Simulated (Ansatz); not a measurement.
# Geometry relaxation, with input and output: CoO (part 1 of 2)

System: CoO (I4/mmm, 2 atoms in the cell).
Method: DFT PBE, scalar-relativistic, plane waves, PAW, spin-polarised (Ansatz 0.2.0).

The structure derives from an entry of the Crystallography Open Database. Figures and captions count atoms from 1; the log counts them from 0 in places.

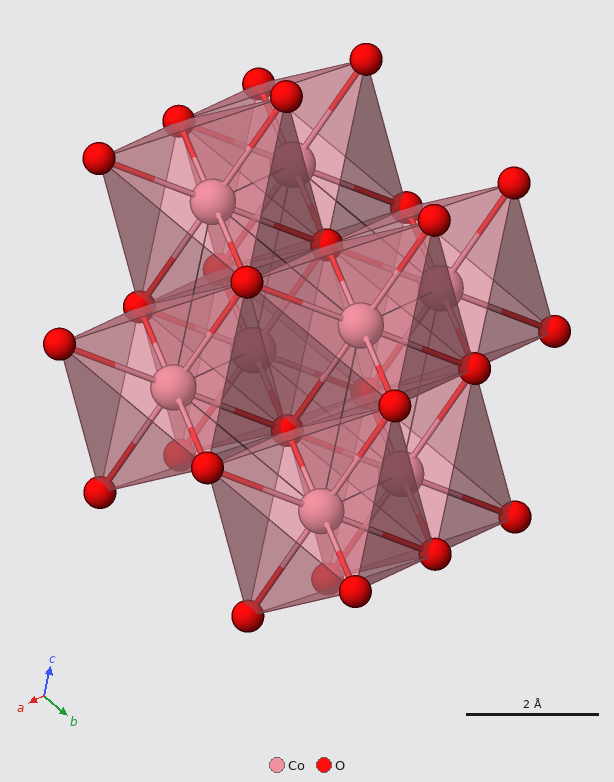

Fig. 1: The starting structure (polyhedral view of the cell of the calculation, seen slightly off an axis; polyhedra are completed across the faces of the cell). An atom can appear more than once, as a periodic image.

### Input file
```yaml
crystal:
  lattice:
    - [-1.5080001529, 1.5080001529, 2.1072499549]
    - [1.5080001529, -1.5080001529, 2.1072499549]
    - [1.5080001529, 1.5080001529, -2.1072499549]
  atoms:
    - { symbol: Co, position: [0.0, 0.0, 0.0], spin: 2.7 }
    - { symbol: O, position: [0.5, 0.5, 0.0], spin: 0.34 }
basis:
  ecutwfc: 420
kpoints:
  mp_grid: { grid: [20, 20, 20] }
hamiltonian:
  xc: pbe
scf:
  occupations: { method: gaussian, width: 0.1 }
output:
  forces: true
  stress: true
  eigenvalues: true
  populations: true
  write_density: true
  write_potential: true
  elf: true
  volumetric_format: npy
magnetization:
  spin_polarized: true
relax:
  adjacent_minimum: "off"
  f_tol: 0.005
  max_steps: 80
  cell: { stress_tol: 0.05 }
```

Command:
```bash
ansatz run input.yaml --threads 2 --pin off --max-ram 5120MiB --backend cpu --events-out ev --progress --plain --runs-dir out
```

### What the program printed
```
Engine: ansatz 0.2.0, x86_64-unknown-linux-gnu
Pseudopotentials: kind: paw
Pseudopotential: Co, paw, valence charge 17, recommended cutoff 420 eV (normal), Co.paw.azcp
Pseudopotential: O, paw, valence charge 6, recommended cutoff 420 eV (normal), O.paw.azcp
Functional definition: PBE
  parameter kappa = 0.804
  parameter beta = 0.06672455060314922
  exchange = pbe_x(kappa = kappa, mu = beta*pi^2/3)
  correlation = pbe_c(beta = beta)
Crystal: 2 atoms, lattice volume = 19.168 Å³
Basis set: ecut = 420 eV, 339 PW (Γ), exchange–correlation on 48×48×48 points (8 copies of the dense FFT grid, shifted against one another)
Bands: 18, of which v1, the nominal top of the filled ones, is band 12 counted from 1 (11 counted from 0)
Symmetry: 16 space group operations
Space group: I4/mmm (ITA 139), of the structure as read, at distance tolerance 2.7e-5 Å
Magnetic group: BNS 139.531 (UNI 1191), of the structure as read, at distance tolerance 2.7e-5 Å
k-points: 641 of 8000
Non-local potential: Co, projectors of the file, l = 0: 3, l = 1: 2, l = 2: 3, l = 3: 1
Non-local potential: O, projectors of the file, l = 0: 2, l = 1: 2, l = 2: 1
PAW form: soft (Blöchl's): semilocal exchange-correlation on the pseudo side does not see the compensation charge
PAW one-centre angular grid: Co, 590 points (default); XC on 64 Gauss nodes
PAW one-centre angular grid: O, 110 points (default); XC on 64 Gauss nodes
Initial density: superposition of atomic densities (chi_scale 0.1, normalization cell, long waves kept (reshape's long-wave potential 0.00 eV rms))
Starting moments: Σ|m| = 3.04 μB on 2 of 2 sites
Initial wavefunctions: pseudopotential atomic-orbital guess
Functional: x = pbe(κ = 0.804, μ = 0.2195149727645171), c = pbe(β = 0.06672455060314922)
SCF iter   1: F=—  HF=-5690.945896 eV  |F-HF|=—  |Δ(HF+E_count)|=         —  Δρ=1.21e-1 (↑9.63e-2 ↓1.21e-1)  dr2=6.77e0  dr2_m=8.58e-2  M=2.620 μB ∫|m|=2.621 μB  β_m=0.30  ethr=3.10e-3  ⟨swp⟩=5.4  Hψ=96336  notcnv=0
Mixer restart at iter 1: flushing history
preconditioner: auto → none  [metal: Δε(μ)=0.001 eV  Ē_g=15.123 eV  σ=0.100 eV  W_gap=0.00  n_scr=8 (ndim 8)  ℏωp=32.8 eV  f_vac=0.000  D(μ)=3.98/eV (n_scr^D=64)  sad-step TF]
SCF iter   2: F=—  HF=-5690.912649 eV  |F-HF|=—  |Δ(HF+E_count)|=   3.32e-2  Δρ=5.41e-2 (↑3.86e-2 ↓5.41e-2)  dr2=1.41e0  dr2_m=3.99e-2  M=2.673 μB ∫|m|=2.676 μB  β_m=0.40  ethr=3.10e-3  ⟨swp⟩=3.0  Hψ=56386  notcnv=0  defer=1504
SCF iter   3: F=—  HF=-5691.417023 eV  |F-HF|=—  |Δ(HF+E_count)|=   5.04e-1  Δρ=2.62e-2 (↑1.73e-2 ↓2.62e-2)  dr2=8.85e-2  dr2_m=2.20e-2  M=2.738 μB ∫|m|=2.744 μB  β_m=0.54  ethr=3.10e-3  ⟨swp⟩=2.2  Hψ=39919  notcnv=0  defer=1510
SCF iter   4: F=—  HF=-5691.941171 eV  |F-HF|=—  |Δ(HF+E_count)|=         —  Δρ=3.02e-2 (↑9.34e-3 ↓3.02e-2)  dr2=7.66e-2  dr2_m=5.21e-2  M=2.869 μB ∫|m|=2.879 μB  β_m=0.54  ethr=3.85e-4  ⟨swp⟩=2.0  Hψ=49745  notcnv=0  defer=1525
Mixer restart at iter 4: flushing history
SCF iter   5: F=—  HF=-5692.074424 eV  |F-HF|=—  |Δ(HF+E_count)|=   1.33e-1  Δρ=1.30e-2 (↑1.30e-2 ↓6.86e-3)  dr2=3.09e-2  dr2_m=5.83e-3  M=2.826 μB ∫|m|=2.837 μB  β_m=0.53  ethr=3.33e-4  ⟨swp⟩=2.2  Hψ=44866  notcnv=0  defer=1525
SCF iter   6: F=—  HF=-5692.087110 eV  |F-HF|=—  |Δ(HF+E_count)|=   1.27e-2  Δρ=1.99e-2 (↑6.78e-3 ↓1.99e-2)  dr2=3.95e-2  dr2_m=2.54e-2  M=2.920 μB ∫|m|=2.933 μB  β_m=0.26  ethr=1.35e-4  ⟨swp⟩=2.0  Hψ=54838  notcnv=0  defer=1550
SCF iter   7: F=—  HF=-5692.106287 eV  |F-HF|=—  |Δ(HF+E_count)|=   1.92e-2  Δρ=4.53e-3 (↑4.53e-3 ↓3.83e-3)  dr2=5.93e-4  dr2_m=2.71e-3  M=2.897 μB ∫|m|=2.911 μB  β_m=0.50  ethr=1.35e-4  ⟨swp⟩=2.2  Hψ=39408  notcnv=0  defer=1550
SCF iter   8: F=—  HF=-5692.109413 eV  |F-HF|=—  |Δ(HF+E_count)|=   3.13e-3  Δρ=1.41e-3 (↑1.41e-3 ↓1.17e-3)  dr2=4.53e-5  dr2_m=2.59e-4  M=2.922 μB ∫|m|=2.937 μB  β_m=0.56  ethr=2.58e-6  ⟨swp⟩=2.1  Hψ=46300  notcnv=0  defer=1548
SCF iter   9: F=—  HF=-5692.109443 eV  |F-HF|=—  |Δ(HF+E_count)|=   2.99e-5  Δρ=5.30e-4 (↑3.99e-4 ↓5.30e-4)  dr2=1.07e-5  dr2_m=2.93e-5  M=2.923 μB ∫|m|=2.938 μB  β_m=0.78  ethr=1.97e-7  ⟨swp⟩=2.5  Hψ=39337  notcnv=0  defer=1548
SCF iter  10: F=—  HF=-5692.109477 eV  |F-HF|=—  |Δ(HF+E_count)|=   3.39e-5  Δρ=3.27e-4 (↑2.19e-4 ↓3.27e-4)  dr2=4.79e-6  dr2_m=1.11e-5  M=2.924 μB ∫|m|=2.940 μB  β_m=0.89  ethr=4.67e-8  ⟨swp⟩=2.1  Hψ=37010  notcnv=0  defer=1548
SCF iter  11: F=—  HF=-5692.109484 eV  |F-HF|=—  |Δ(HF+E_count)|=   6.36e-6  Δρ=1.48e-4 (↑4.15e-5 ↓1.48e-4)  dr2=8.59e-7  dr2_m=1.27e-6  M=2.924 μB ∫|m|=2.940 μB  β_m=0.95  ethr=2.08e-8  ⟨swp⟩=2.1  Hψ=35427  notcnv=0  defer=1548
SCF iter  12: F=—  HF=-5692.109486 eV  |F-HF|=—  |Δ(HF+E_count)|=   2.06e-6  Δρ=6.24e-5 (↑3.08e-5 ↓6.24e-5)  dr2=3.87e-7  dr2_m=2.79e-7  M=2.924 μB ∫|m|=2.940 μB  β_m=0.97  ethr=3.74e-9  ⟨swp⟩=2.0  Hψ=37978  notcnv=0  defer=1548
SCF iter  13: F=—  HF=-5692.109486 eV  |F-HF|=—  |Δ(HF+E_count)|=   2.02e-7  Δρ=7.44e-6 (↑3.25e-6 ↓7.44e-6)  dr2=4.94e-9  dr2_m=2.91e-9  M=2.924 μB ∫|m|=2.940 μB  β_m=0.97  ethr=1.68e-9  ⟨swp⟩=2.5  Hψ=39546  notcnv=0  defer=1548
SCF iter  14: F=-5692.109486 eV  HF=-5692.109486 eV  |F-HF|=2.71e-10  |Δ(HF+E_count)|=   7.81e-9  Δρ=3.04e-6 (↑9.53e-7 ↓3.04e-6)  dr2=6.86e-10  dr2_m=4.48e-10  M=2.924 μB ∫|m|=2.940 μB  ethr=2.15e-11  ⟨swp⟩=9.5  Hψ=139097  notcnv=0
SCF 1 converged in 14 iterations: F = -5692.109486 eV  dr2 = 6.86e-10
  greatest PAW one-centre occupation: 1.004 electrons in one spin orbital (limit 2), on the Co atom at site 0 (counted from 0), in its partial waves of l = 1
relax step   1: F+E_penalty+E_count = -5692.10948582 eV  Δ(F+E_penalty+E_count) = +0.000e0 eV  max|allowed force component| = 9.090e-32 eV/Å  Δτ_max = 0.0000 Å  P = -0.004 GPa  Ω = 19.168 Å³  (14 SCF iters, dr2 threshold 1.00e-7 eV, accepted)
Initial density: handed on by an earlier stage of this run
Starting moments: Σ|m| = 3.04 μB on 2 of 2 sites; this step starts from the density that it was given
Initial wavefunctions: pseudopotential atomic-orbital guess (no wavefunctions were taken with the density)
iter 1 solved again at ethr=5.64e-9 eV; its pass at ethr=3.10e-3 eV (dr2=1.30e-6 eV) is discarded
SCF iter   1: F=—  HF=-5692.109486 eV  |F-HF|=—  |Δ(HF+E_count)|=         —  Δρ=1.69e-6 (↑5.05e-7 ↓1.69e-6)  dr2=1.64e-10  dr2_m=1.44e-10  M=2.924 μB ∫|m|=2.940 μB  β_m=0.65  ethr=5.64e-9  ⟨swp⟩=4.0  Hψ=169240  notcnv=0
preconditioner: auto → none  [metal: Δε(μ)=0.001 eV  Ē_g=15.473 eV  σ=0.100 eV  W_gap=0.01  n_scr=0 (ndim 8)  ℏωp=32.8 eV  f_vac=0.000  D(μ)=4.17/eV (n_scr^D=64)]
SCF iter   2: F=—  HF=-5692.109486 eV  |F-HF|=—  |Δ(HF+E_count)|=   3.86e-9  Δρ=1.26e-6 (↑2.11e-7 ↓1.26e-6)  dr2=6.71e-11  dr2_m=7.76e-11  M=2.924 μB ∫|m|=2.940 μB  β_m=0.65  ethr=1.00e-12  ⟨swp⟩=3.0  Hψ=44401  notcnv=0
SCF iter   3: F=—  HF=-5692.109486 eV  |F-HF|=—  |Δ(HF+E_count)|=  9.91e-11  Δρ=1.03e-6 (↑2.38e-7 ↓1.03e-6)  dr2=4.49e-11  dr2_m=5.34e-11  M=2.924 μB ∫|m|=2.940 μB  β_m=0.82  ethr=1.00e-12  ⟨swp⟩=2.0  Hψ=29289  notcnv=0
SCF iter   4: F=—  HF=-5692.109486 eV  |F-HF|=—  |Δ(HF+E_count)|=  1.75e-10  Δρ=6.89e-7 (↑3.48e-7 ↓6.89e-7)  dr2=9.13e-11  dr2_m=1.50e-11  M=2.924 μB ∫|m|=2.940 μB  β_m=0.63  ethr=1.00e-12  ⟨swp⟩=2.0  Hψ=37316  notcnv=0
SCF iter   5: F=—  HF=-5692.109486 eV  |F-HF|=—  |Δ(HF+E_count)|=  2.91e-11  Δρ=2.72e-7 (↑2.72e-7 ↓2.64e-7)  dr2=2.74e-12  dr2_m=1.00e-11  M=2.924 μB ∫|m|=2.940 μB  β_m=0.82  ethr=1.00e-12  ⟨swp⟩=2.0  Hψ=27581  notcnv=0
SCF iter   6: F=-5692.109486 eV  HF=-5692.109486 eV  |F-HF|=2.73e-12  |Δ(HF+E_count)|=  9.09e-13  Δρ=1.73e-7 (↑3.58e-8 ↓1.73e-7)  dr2=4.43e-12  dr2_m=1.14e-12  M=2.924 μB ∫|m|=2.940 μB  ethr=1.00e-12  ⟨swp⟩=3.6  Hψ=83286  notcnv=0
SCF 2 converged in 6 iterations: F = -5692.109486 eV  dr2 = 4.43e-12
relax step   2: F+E_penalty+E_count = -5692.10948582 eV  Δ(F+E_penalty+E_count) = -4.511e-10 eV  max|allowed force component| = 3.155e-30 eV/Å  Δτ_max = 0.0000 Å  P = -0.004 GPa  Ω = 19.168 Å³  stress off target by 4.08e-2 GPa  SCF on the basis re-selected at this cell (its energy is not comparable with the rows above)  (6 SCF iters)
```

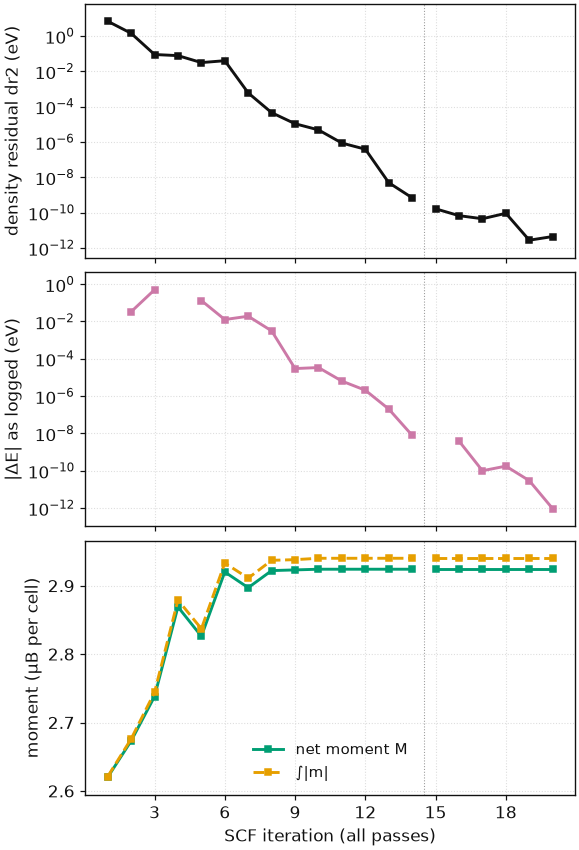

Fig. 2: Convergence of the self-consistent field: density residual dr2, size of the energy change and magnetic moment against the SCF iteration. The dotted lines part the SCF passes of the relaxation: geometry steps, rejected trials and re-solves on a re-selected basis. The passes take 14 and 6 iterations. The net moment goes from 2.6 to 2.9 μB per cell.

```
basis re-selected at this cell: Δ(F+E_penalty+E_count) = -4.511e-10 eV, ΔP = -0.000 GPa vs the last step (what re-selecting the basis moved, of the pressure what is left beyond the Pulay correction that the steps carried, after the strain that the cell walked since its last selection, with what the two solves' SCF thresholds leave and, on support functions, any second-order correction that the steps lacked; it is no measure of the basis error at this ecutwfc). This SCF's stress stands 4.08e-2 GPa from its target on what of the cell is left free (relax.cell.stress_tol is 5.00e-2 GPa) and its largest allowed force component is 3.16e-30 eV/Å (relax.f_tol is 5.00e-3 eV/Å): within both
SCF converged after 6 iterations
Magnetization: 2.9244 μB (12.9622 up, 10.0378 down)
Absolute magnetization: 2.9399 μB (∫|ρ↑−ρ↓|, with the PAW one-centre terms)
Spin contamination: 0.0079 ħ² per cell (⟨S²⟩ above its minimum at these occupations)
Per-site moments (μB) at R_I (Å): [(2.481120015483396, 0.8692406063962499), (0.3192212702414991, 0.8692406063962499)]
Free energy (F): -5692.109486 eV
Harris-Foulkes:  -5692.109486 eV  (|F-HF|=2.73e-12)
Internal energy: -5692.088641 eV  (E = F + TS)
E sigma→0 (E₀):  -5692.099064 eV
Entropy (-TS):   -0.020844 eV (-10.422 meV/atom)
Fermi energy:    14.057667 eV
```
